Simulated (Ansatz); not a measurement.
Geometry relaxation, with input and output: Zn₁₇O₁₈ (charge −1) (part 4 of 4)

The same run, continued: Zn₁₇O₁₈ (defect cell, 35 atoms in the cell, total charge −1); DFT PBEsol, scalar-relativistic, plane waves, PAW, spin-polarised (Ansatz 0.2.0); cutoff 420 eV, 2×2×2 k-mesh, Gaussian smearing of 0.02 eV, collinear spins. The structure derives from a Materials Project entry. It belongs to a series of runs on one base structure; here: V_Zn, charge -1, atoms relaxed at the host's cell.

**Output, continued**
```
--- Relaxed structure (4 steps of the walk, 4 accepted, 0 SCFs on fresh bases) ---
  F+E_penalty+E_count = -65865.44977291 eV   max|allowed force component| = 4.517e-3 eV/Å
  atoms:
    - { symbol: Zn, position: [0.7187730911536665, 0.3930936793074233, 0.3883022953120161] }
    - { symbol: Zn, position: [0.05915402882705262, 0.7222528508208177, 0.7187934882170159] }
    - { symbol: Zn, position: [0.05912530387472763, 0.052732547677841746, 0.3883262927925834] }
    - { symbol: Zn, position: [0.38834937051658497, 0.3930937929600205, 0.7187770604987646] }
    - { symbol: Zn, position: [0.7187888643662051, 0.7222315472622717, 0.05914159729035279] }
    - { symbol: Zn, position: [0.7189871298737214, 0.05291070945783155, 0.7189833716304864] }
    - { symbol: Zn, position: [0.0525820877829091, 0.3864922721857972, 0.0525587462599289] }
    - { symbol: Zn, position: [0.38833109468829874, 0.0527288332810336, 0.059118109568158425] }
    - { symbol: Zn, position: [0.44301364679176314, 0.44839147343465824, 0.11443707085887275] }
    - { symbol: Zn, position: [0.7770648288583866, 0.11095929559290316, 0.1117370750113652] }
    - { symbol: Zn, position: [0.11446314198429014, 0.4483888733451003, 0.4430080600729643] }
    - { symbol: Zn, position: [0.11446857779054428, 0.776939997980377, 0.11445045804096729] }
    - { symbol: Zn, position: [0.44391383395434414, 0.10835587148027834, 0.44387801803948823] }
    - { symbol: Zn, position: [0.7770475030324325, 0.4456964385120216, 0.7770163505678924] }
    - { symbol: Zn, position: [0.7743917604340815, 0.7778500866796371, 0.44388898018381295] }
    - { symbol: Zn, position: [0.1117809000435458, 0.11095272963650196, 0.7770264358806611] }
    - { symbol: Zn, position: [0.44393832123362953, 0.7778717748268162, 0.7743234264194844] }
    - { symbol: O, position: [0.5304994395550182, 0.86444950160419, 0.5304417372121532] }
    - { symbol: O, position: [0.8491460539575946, 0.5152769279017569, 0.5145824580667059] }
    - { symbol: O, position: [0.18135846138316614, 0.8485186326103163, 0.8491365914855254] }
    - { symbol: O, position: [0.181350631741235, 0.18307401213835148, 0.5145854410024453] }
    - { symbol: O, position: [0.5146038417044473, 0.5152891779406503, 0.849139720992129] }
    - { symbol: O, position: [0.849151890010297, 0.8485240273809405, 0.18132858524578865] }
    - { symbol: O, position: [0.8480216454372971, 0.18194185215501418, 0.8479900964845573] }
    - { symbol: O, position: [0.17902208835834696, 0.5129525758988178, 0.1790182623470341] }
    - { symbol: O, position: [0.51461266800621, 0.18308349674229984, 0.18132389269853588] }
    - { symbol: O, position: [0.585736428039006, 0.5579972380657712, 0.22405281061492408] }
    - { symbol: O, position: [0.9033524605358632, 0.2373116606264268, 0.23872635688107752] }
    - { symbol: O, position: [0.22401879823881324, 0.5579427135925616, 0.5858020720711707] }
    - { symbol: O, position: [0.22399279549070228, 0.9197819105214871, 0.2239851841581071] }
    - { symbol: O, position: [0.5715826334320973, 0.24163690641388977, 0.5715592902347402] }
    - { symbol: O, position: [0.9033591465646565, 0.5726708391004344, 0.9033602741692941] }
    - { symbol: O, position: [0.9077135587219072, 0.9054981174627409, 0.5715586113163482] }
    - { symbol: O, position: [0.23875045533673267, 0.23730281264910427, 0.903337390324289] }
    - { symbol: O, position: [0.571574554180427, 0.9054935186539166, 0.9077003345503614] }
--- Löwdin populations: 35 sites ---
  site symbol       q [e]    m [muB]
     0     Zn     10.5603     0.0127
     1     Zn     10.5603     0.0127
     2     Zn     10.5603     0.0127
     3     Zn     10.5603     0.0127
     4     Zn     10.5603     0.0127
     5     Zn     10.5867     0.0038
     6     Zn     10.5810     0.0052
     7     Zn     10.5603     0.0127
     8     Zn     10.5638     0.0106
     9     Zn     10.5850     0.0029
    10     Zn     10.5638     0.0106
    11     Zn     10.5638     0.0106
    12     Zn     10.5718     0.0060
    13     Zn     10.5850     0.0029
    14     Zn     10.5718     0.0060
    15     Zn     10.5850     0.0029
    16     Zn     10.5719     0.0060
    17      O      7.2399     0.0361
    18      O      7.2425     0.0207
    19      O      7.2425     0.0207
    20      O      7.2425     0.0208
    21      O      7.2425     0.0207
    22      O      7.2425     0.0208
    23      O      7.2449     0.0087
    24      O      7.2307     0.0342
    25      O      7.2425     0.0208
    26      O      7.1866     0.1492
    27      O      7.2280     0.0568
    28      O      7.1866     0.1492
    29      O      7.1866     0.1493
    30      O      7.2438     0.0218
    31      O      7.2280     0.0567
    32      O      7.2438     0.0218
    33      O      7.2280     0.0568
    34      O      7.2438     0.0218
  spilling = 0.010105 (of n_electrons = 313.000000)
```

**File populations.tsv**
```
# site	symbol	l	j	q_up	q_dn
# orbitals = lowdin
# n_electrons = 313.000000
# spilling = 0.010105
0	Zn	0_4S	-	0.299731	0.303345
0	Zn	2_3D	-	4.986776	4.970491
1	Zn	0_4S	-	0.299723	0.303335
1	Zn	2_3D	-	4.986775	4.970499
2	Zn	0_4S	-	0.299717	0.303330
2	Zn	2_3D	-	4.986774	4.970489
3	Zn	0_4S	-	0.299725	0.303338
3	Zn	2_3D	-	4.986774	4.970494
4	Zn	0_4S	-	0.299726	0.303339
4	Zn	2_3D	-	4.986777	4.970493
5	Zn	0_4S	-	0.307122	0.308491
5	Zn	2_3D	-	4.988124	4.982967
6	Zn	0_4S	-	0.305110	0.308401
6	Zn	2_3D	-	4.987948	4.979504
7	Zn	0_4S	-	0.299720	0.303334
7	Zn	2_3D	-	4.986775	4.970487
8	Zn	0_4S	-	0.300420	0.303550
8	Zn	2_3D	-	4.986802	4.973045
9	Zn	0_4S	-	0.306062	0.307841
9	Zn	2_3D	-	4.987922	4.983206
10	Zn	0_4S	-	0.300415	0.303545
10	Zn	2_3D	-	4.986799	4.973036
11	Zn	0_4S	-	0.300413	0.303545
11	Zn	2_3D	-	4.986799	4.973033
12	Zn	0_4S	-	0.302799	0.304503
12	Zn	2_3D	-	4.986104	4.978421
13	Zn	0_4S	-	0.306063	0.307842
13	Zn	2_3D	-	4.987922	4.983207
14	Zn	0_4S	-	0.302809	0.304512
14	Zn	2_3D	-	4.986103	4.978422
15	Zn	0_4S	-	0.306063	0.307843
15	Zn	2_3D	-	4.987922	4.983206
16	Zn	0_4S	-	0.302820	0.304523
16	Zn	2_3D	-	4.986104	4.978426
17	O	0_2S	-	0.933127	0.932966
17	O	1_2P	-	2.704891	2.668950
18	O	0_2S	-	0.934919	0.935003
18	O	1_2P	-	2.696692	2.675859
19	O	0_2S	-	0.934917	0.935001
19	O	1_2P	-	2.696694	2.675862
20	O	0_2S	-	0.934915	0.934999
20	O	1_2P	-	2.696700	2.675860
21	O	0_2S	-	0.934918	0.935002
21	O	1_2P	-	2.696691	2.675860
22	O	0_2S	-	0.934917	0.935002
22	O	1_2P	-	2.696698	2.675861
23	O	0_2S	-	0.936550	0.936689
23	O	1_2P	-	2.690255	2.681382
24	O	0_2S	-	0.933555	0.933532
24	O	1_2P	-	2.698920	2.664742
25	O	0_2S	-	0.934918	0.935002
25	O	1_2P	-	2.696695	2.675852
26	O	0_2S	-	0.937097	0.935813
26	O	1_2P	-	2.730800	2.582854
27	O	0_2S	-	0.937203	0.937027
27	O	1_2P	-	2.705170	2.648593
28	O	0_2S	-	0.937081	0.935797
28	O	1_2P	-	2.730849	2.582905
29	O	0_2S	-	0.937081	0.935795
29	O	1_2P	-	2.730876	2.582856
30	O	0_2S	-	0.935024	0.935080
30	O	1_2P	-	2.697767	2.675921
31	O	0_2S	-	0.937201	0.937025
31	O	1_2P	-	2.705163	2.648620
32	O	0_2S	-	0.935024	0.935079
32	O	1_2P	-	2.697764	2.675920
33	O	0_2S	-	0.937204	0.937028
33	O	1_2P	-	2.705172	2.648580
34	O	0_2S	-	0.935023	0.935079
34	O	1_2P	-	2.697771	2.675923
```

**Trajectory as extended XYZ (Å, eV, eV/Å), 4 frames, from step=1 to step=4**
```
35
Lattice="-4.8458 2.7977 5.2139 0.0000 -5.5954 5.2139 4.8458 2.7977 5.2139" Properties=species:S:1:pos:R:3:forces:R:3 step=1 energy=-65865.43835
Zn   -1.6027    0.9035    7.8225    0.0270  -0.1109  -0.0442
Zn    3.2014   -1.8653    7.8224   -0.0735   0.0074  -0.0213
Zn    1.5987    0.9539    2.6083   -0.0111   0.0440  -0.0008
Zn    1.6026    0.9037    7.8222   -0.0373  -0.0121  -0.0058
Zn   -3.2014   -1.8653    7.8225    0.1032   0.0347  -0.0270
Zn   -0.0001    3.7278    7.7910   -0.0054  -0.0097  -0.1316
Zn    0.0000   -1.8677    2.5661   -0.0031   0.0031   0.0185
Zn   -1.5989    0.9540    2.6080    0.0313   0.0475  -0.0020
Zn   -1.5934   -0.9479    5.2396    0.0034   0.0085  -0.0424
Zn   -3.2240    1.8661    5.2147    0.0422   0.0241   0.0194
Zn    1.5933   -0.9477    5.2396    0.0003   0.0071  -0.0064
Zn   -0.0001   -3.7078    5.2394    0.0049  -0.0007  -0.0231
Zn   -0.0002    1.8747    5.1957   -0.0009  -0.0937   0.0123
Zn    0.0001    1.8551   10.4288   -0.0014  -0.0363   0.0211
Zn   -1.6048   -0.9412   10.4099    0.0349  -0.0256  -0.0117
Zn    3.2239    1.8662    5.2147   -0.0379   0.0168   0.0241
Zn    1.6045   -0.9412   10.4098   -0.2255  -0.1316  -0.0440
O    -0.0151   -1.8855   10.0469    0.2535   0.3206  -0.0261
O    -1.6198    0.9312    9.7969    0.0122   0.0171  -0.0196
O     3.2335   -1.8644    9.7969   -0.0026  -0.0235  -0.0218
O     1.6138    0.9255    4.5828    0.0386  -0.0131  -0.0224
O     1.6198    0.9311    9.7967   -0.0273   0.0045  -0.0132
O    -3.2338   -1.8645    9.7970   -0.0361  -0.0244  -0.0324
O    -0.0001    3.7276    9.7988    0.0001  -0.0002  -0.0022
O     0.0000   -1.8679    4.5483    0.0085  -0.0075  -0.0811
O    -1.6140    0.9253    4.5826   -0.0508  -0.0297  -0.0259
O    -1.7538   -0.8562    7.1176   -0.0639   0.0521   0.1903
O    -3.2207    1.8681    7.1959   -0.0076  -0.0333  -0.0284
O     1.7669   -0.8431    7.1202    0.0168  -0.0673   0.0819
O     0.0011   -3.9137    7.1178   -0.0186   0.0224   0.0962
O    -0.0001    1.8485    7.2153    0.0015  -0.0001   0.1001
O     0.0000    1.8512   12.4099    0.0160   0.0213  -0.0304
O    -1.6275   -0.9281   12.4295    0.0033   0.0087   0.0819
O     3.2207    1.8681    7.1959    0.0204  -0.0099  -0.0297
O     1.6273   -0.9280   12.4295   -0.0152  -0.0102   0.0476
35
Lattice="-4.8458 2.7977 5.2139 0.0000 -5.5954 5.2139 4.8458 2.7977 5.2139" Properties=species:S:1:pos:R:3:forces:R:3 step=2 energy=-65865.44541
Zn   -1.6022    0.9010    7.8227    0.0169  -0.0734  -0.0303
Zn    3.1996   -1.8653    7.8223   -0.0464   0.0077  -0.0128
Zn    1.5971    0.9549    2.6083   -0.0069   0.0255  -0.0023
Zn    1.6018    0.9003    7.8221   -0.0207  -0.0058  -0.0020
Zn   -3.1995   -1.8649    7.8229    0.0669   0.0210  -0.0199
Zn   -0.0005    3.7268    7.7843   -0.0017  -0.0044  -0.0846
Zn   -0.0003   -1.8678    2.5640   -0.0018   0.0027   0.0175
Zn   -1.5976    0.9556    2.6085    0.0193   0.0274  -0.0026
Zn   -1.5930   -0.9485    5.2425   -0.0004   0.0061  -0.0349
Zn   -3.2231    1.8665    5.2139    0.0208   0.0126   0.0115
Zn    1.5919   -0.9490    5.2419    0.0041   0.0069  -0.0075
Zn   -0.0005   -3.7071    5.2415    0.0032  -0.0067  -0.0194
Zn    0.0007    1.8779    5.1949   -0.0054  -0.0695   0.0062
Zn   -0.0004    1.8548   10.4281   -0.0003  -0.0189   0.0112
Zn   -1.6019   -0.9420   10.4093    0.0139  -0.0188  -0.0099
Zn    3.2232    1.8660    5.2143   -0.0188   0.0100   0.0133
Zn    1.6040   -0.9412   10.4102   -0.1480  -0.0886  -0.0344
O    -0.0083   -1.8781   10.0404    0.1588   0.1988  -0.0058
O    -1.6204    0.9313    9.7968    0.0046   0.0171  -0.0067
O     3.2333   -1.8647    9.7966    0.0109  -0.0138  -0.0086
O     1.6140    0.9241    4.5826    0.0226  -0.0104  -0.0086
O     1.6194    0.9312    9.7967   -0.0083   0.0133  -0.0047
O    -3.2342   -1.8640    9.7968   -0.0228  -0.0154  -0.0118
O     0.0000    3.7278    9.7948   -0.0004  -0.0005   0.0130
O    -0.0005   -1.8684    4.5450    0.0031  -0.0028  -0.0505
O    -1.6140    0.9243    4.5827   -0.0274  -0.0163  -0.0095
O    -1.7522   -0.8573    7.1236   -0.0434   0.0338   0.1197
O    -3.2202    1.8673    7.1947   -0.0082  -0.0159  -0.0229
O     1.7608   -0.8493    7.1248    0.0127  -0.0406   0.0488
O     0.0006   -3.9059    7.1227   -0.0125   0.0131   0.0615
O    -0.0001    1.8464    7.2173    0.0000   0.0138   0.0535
O     0.0004    1.8507   12.4088    0.0052   0.0139  -0.0237
O    -1.6286   -0.9277   12.4312    0.0108  -0.0041   0.0465
O     3.2200    1.8682    7.1950    0.0133  -0.0088  -0.0242
O     1.6277   -0.9278   12.4308   -0.0136  -0.0089   0.0351
35
Lattice="-4.8458 2.7977 5.2139 0.0000 -5.5954 5.2139 4.8458 2.7977 5.2139" Properties=species:S:1:pos:R:3:forces:R:3 step=3 energy=-65865.44977
Zn   -1.6014    0.8978    7.8218   -0.0006   0.0008   0.0011
Zn    3.1965   -1.8648    7.8219    0.0008  -0.0004   0.0001
Zn    1.5952    0.9568    2.6079   -0.0004  -0.0010   0.0009
Zn    1.6012    0.8979    7.8221    0.0007   0.0010   0.0000
Zn   -3.1965   -1.8648    7.8217   -0.0002  -0.0006   0.0012
Zn    0.0000    3.7270    7.7734   -0.0006  -0.0001  -0.0009
Zn   -0.0001   -1.8684    2.5633    0.0000  -0.0004  -0.0009
Zn   -1.5953    0.9568    2.6079   -0.0002  -0.0005   0.0013
Zn   -1.5922   -0.9494    5.2444   -0.0003   0.0004   0.0023
Zn   -3.2240    1.8657    5.2127    0.0006  -0.0006  -0.0001
Zn    1.5921   -0.9493    5.2445    0.0007   0.0002   0.0009
Zn   -0.0001   -3.7069    5.2445    0.0000  -0.0006   0.0014
Zn   -0.0002    1.8775    5.1939    0.0002   0.0008  -0.0010
Zn   -0.0002    1.8540   10.4266    0.0002   0.0006   0.0000
Zn   -1.6015   -0.9440   10.4077   -0.0003   0.0006  -0.0009
Zn    3.2236    1.8658    5.2127    0.0004  -0.0008   0.0002
Zn    1.6010   -0.9442   10.4077    0.0021   0.0014  -0.0012
O    -0.0003   -1.8688   10.0389    0.0001  -0.0003   0.0045
O    -1.6212    0.9321    9.7970    0.0001  -0.0016  -0.0010
O     3.2359   -1.8648    9.7971   -0.0018   0.0005  -0.0006
O     1.6148    0.9227    4.5831   -0.0007   0.0005  -0.0009
O     1.6211    0.9321    9.7972   -0.0011  -0.0019  -0.0006
O    -3.2361   -1.8649    9.7970    0.0007   0.0004  -0.0014
O    -0.0002    3.7269    9.7915   -0.0002   0.0001  -0.0011
O     0.0000   -1.8685    4.5413   -0.0001  -0.0001  -0.0002
O    -1.6150    0.9226    4.5832    0.0000   0.0004  -0.0014
O    -1.7526   -0.8567    7.1316    0.0012  -0.0007   0.0010
O    -3.2206    1.8673    7.1921    0.0004   0.0003   0.0003
O     1.7531   -0.8563    7.1314   -0.0023  -0.0016   0.0019
O     0.0000   -3.8933    7.1314    0.0001   0.0031   0.0015
O    -0.0001    1.8461    7.2201    0.0004  -0.0008  -0.0023
O     0.0000    1.8503   12.4060   -0.0002   0.0001   0.0003
O    -1.6289   -0.9281   12.4340    0.0002   0.0008  -0.0024
O     3.2204    1.8674    7.1921   -0.0003   0.0002   0.0005
O     1.6288   -0.9280   12.4340    0.0001   0.0001  -0.0025
35
Lattice="-4.8458 2.7977 5.2139 0.0000 -5.5954 5.2139 4.8458 2.7977 5.2139" Properties=species:S:1:pos:R:3:forces:R:3 step=4 energy=-65865.44977
Zn   -1.6014    0.8978    7.8218   -0.0006   0.0007   0.0011
Zn    3.1965   -1.8648    7.8219    0.0008  -0.0004   0.0001
Zn    1.5952    0.9568    2.6079   -0.0003  -0.0011   0.0009
Zn    1.6012    0.8979    7.8221    0.0006   0.0009   0.0000
Zn   -3.1965   -1.8648    7.8217   -0.0002  -0.0005   0.0012
Zn    0.0000    3.7270    7.7734   -0.0006  -0.0001  -0.0009
Zn   -0.0001   -1.8684    2.5633    0.0000  -0.0005  -0.0009
Zn   -1.5953    0.9568    2.6079   -0.0003  -0.0006   0.0014
Zn   -1.5922   -0.9494    5.2444   -0.0003   0.0004   0.0023
Zn   -3.2240    1.8657    5.2127    0.0006  -0.0006  -0.0001
Zn    1.5921   -0.9493    5.2445    0.0007   0.0002   0.0009
Zn   -0.0001   -3.7069    5.2445    0.0000  -0.0006   0.0013
Zn   -0.0002    1.8775    5.1939    0.0002   0.0008  -0.0010
Zn   -0.0002    1.8540   10.4266    0.0002   0.0006   0.0000
Zn   -1.6015   -0.9440   10.4077   -0.0003   0.0006  -0.0009
Zn    3.2236    1.8658    5.2127    0.0004  -0.0009   0.0002
Zn    1.6010   -0.9442   10.4077    0.0021   0.0014  -0.0012
O    -0.0003   -1.8688   10.0389    0.0001  -0.0003   0.0045
O    -1.6212    0.9321    9.7970    0.0001  -0.0016  -0.0010
O     3.2359   -1.8648    9.7971   -0.0017   0.0005  -0.0005
O     1.6148    0.9227    4.5831   -0.0007   0.0005  -0.0009
O     1.6211    0.9321    9.7972   -0.0011  -0.0019  -0.0006
O    -3.2361   -1.8649    9.7970    0.0007   0.0004  -0.0014
O    -0.0002    3.7269    9.7915   -0.0002   0.0001  -0.0011
O     0.0000   -1.8685    4.5413   -0.0001  -0.0001  -0.0002
O    -1.6150    0.9226    4.5832    0.0000   0.0004  -0.0014
O    -1.7526   -0.8567    7.1316    0.0012  -0.0007   0.0010
O    -3.2206    1.8673    7.1921    0.0004   0.0003   0.0003
O     1.7531   -0.8563    7.1314   -0.0023  -0.0016   0.0019
O     0.0000   -3.8933    7.1314    0.0001   0.0031   0.0015
O    -0.0001    1.8461    7.2201    0.0004  -0.0008  -0.0023
O     0.0000    1.8503   12.4060   -0.0002   0.0001   0.0003
O    -1.6289   -0.9281   12.4340    0.0002   0.0008  -0.0024
O     3.2204    1.8674    7.1921   -0.0003   0.0002   0.0005
O     1.6288   -0.9280   12.4340    0.0002   0.0001  -0.0025
```

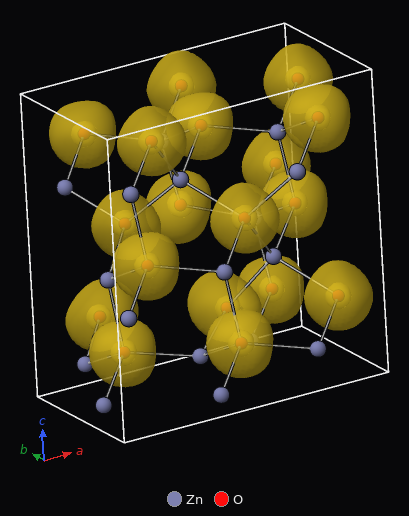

Figure 1. Isosurface of the ELF at 0.65 (yellow), seen slightly off an axis. Core shells and regions of very low density are left out. Sticks mark near contacts. The outline is the calculation cell. Along the contacts the grid gives the following. Zn–O (1.89 Å): the ELF is about 0.30 at the midpoint (a polar contact without a shared pair, in a metal). Zn–O (1.96 Å): the ELF is about 0.25 at the midpoint (a polar contact without a shared pair, in a metal). In a PAW calculation such maps are meaningful between the atoms, not at the nuclei.

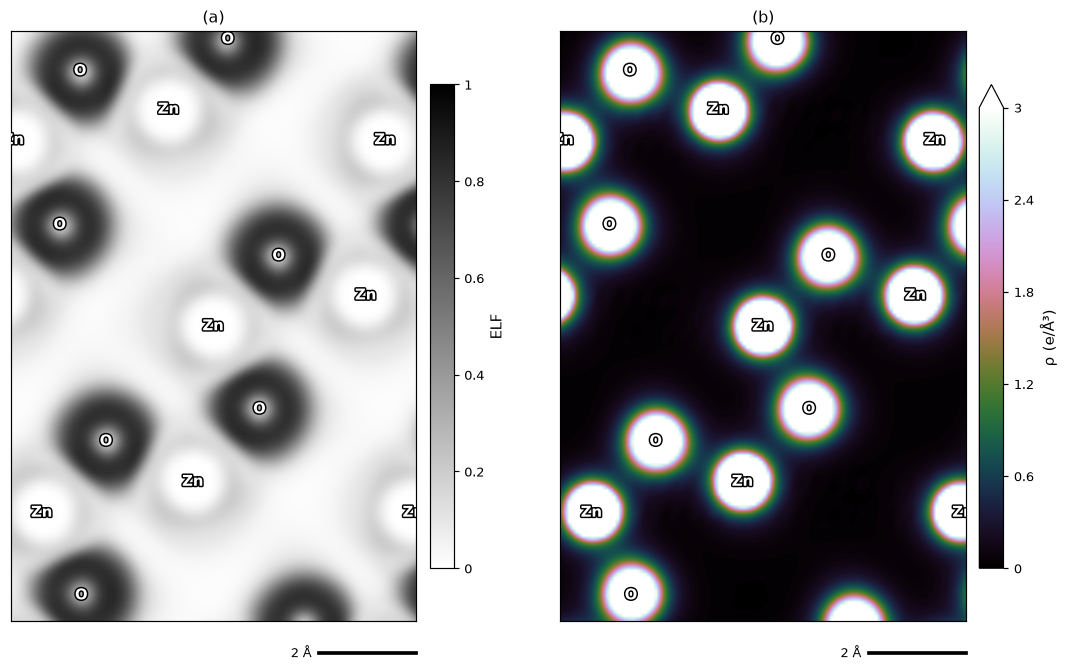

Figure 2. (a) electron localisation function; (b) valence charge density (pseudo) on the (011̄) plane of the calculation cell. The section cuts through Zn and O sites. Zn–O (1.89 Å): ρ at the midpoint is about 0.73 e/Å³; the ELF is about 0.30 at the midpoint; a polar contact without a shared pair, in a metal. Zn–O (1.98 Å): ρ at the midpoint is about 0.61 e/Å³; the ELF is about 0.25 at the midpoint (no shared pair; the contact is polar). Zn–O (1.99 Å): the density is about 0.58 e/Å³ at the midpoint; the ELF is about 0.25 at the midpoint (no shared pair; the contact is polar). The density dies away to nearly zero in the voids.
